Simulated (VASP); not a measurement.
System: Ti, space group Fm-3m (No. 225).

Starting cell:
```xyz
1
Lattice="0.0000 2.0300 2.0300 2.0300 0.0000 2.0300 2.0300 2.0300 0.0000" Properties=species:S:1:pos:R:3 pbc="T T T"
Ti    0.0000    0.0000    0.0000
```

Computed with VASP 6.6.1: plane-wave DFT, no spin polarisation; energies at scaled volumes of the given cell, shape and fractions fixed, counted from the fit's minimum, third-order Birch-Murnaghan fit. Level: PBEsol.

```csv
setting,value
k mesh,11×11×11
occupations,Fermi–Dirac
smearing width,0.05 eV
potentials,"VASP PAW PBE potentials, recommended"
wave cutoff,520 eV
```

What does the calculation give for the energy and pressure against volume? The volume takes the values 15.73, 16.06, 16.40, 16.73, 17.07, 17.40, 17.73 Å³/atom.

A third-order Birch–Murnaghan fit gives V0 = 16.62 Å³/atom, B0 = 113 GPa and B′ = 3.5. The energy is 18.30 meV/atom at volume 15.73 Å³/atom and 24.04 meV/atom at 17.73 Å³/atom; the lowest computed point is at volume 16.73 Å³/atom (0.28 meV/atom), and no other minimum shows. The pressure falls from 6.80 GPa at volume 15.73 Å³/atom to −6.62 GPa at 17.73 Å³/atom, and changes sign near 16.61 Å³/atom.

| volume (Å³/atom) | energy (meV/atom) | pressure (GPa) |
| --- | --- | --- |
| 15.73 | 18.30 | 6.80 |
| 16.06 | 6.90 | 4.01 |
| 16.40 | 1.06 | 1.48 |
| 16.73 | 0.28 | −0.83 |
| 17.07 | 4.10 | −2.94 |
| 17.40 | 12.14 | −4.87 |
| 17.73 | 24.04 | −6.62 |

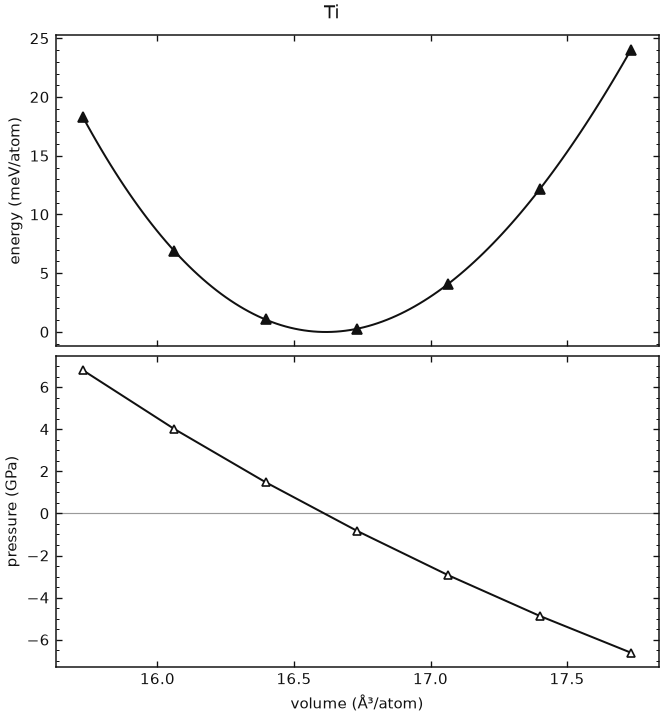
